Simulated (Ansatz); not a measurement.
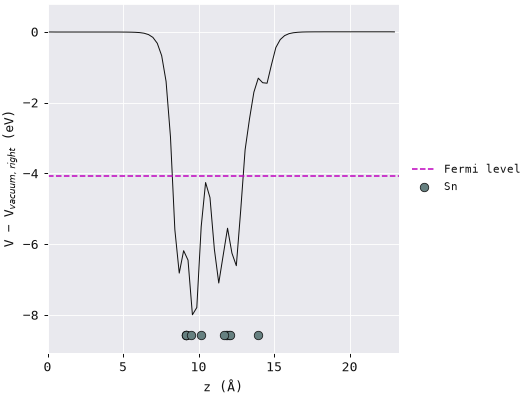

Write a caption with the findings.

Plane-averaged electrostatic potential energy of an electron across the slab; circles at the bottom mark the heights of the atoms. System: a (110) slab cut from Sn (Fd-3m), 12 atoms in the cell, the slab at its places in the relaxed adsorbed structure. Ansatz 0.2.0; DFT PBE+D3(BJ), scalar-relativistic, plane waves, PAW, no spin polarisation, 2×3×1 k mesh, 420 eV cutoff, Gaussian smearing of 0.1 eV.

The work function is 4.07 eV, the same on both faces. The two vacuum levels agree, so the slab has no net dipole along its normal. The outermost atoms are 4.7 Å apart, which leaves 18.5 Å of vacuum in a cell 23.3 Å high.

The atoms aren't at rest in this cell (largest force 0.9 eV/Å), so the relaxed material can differ.
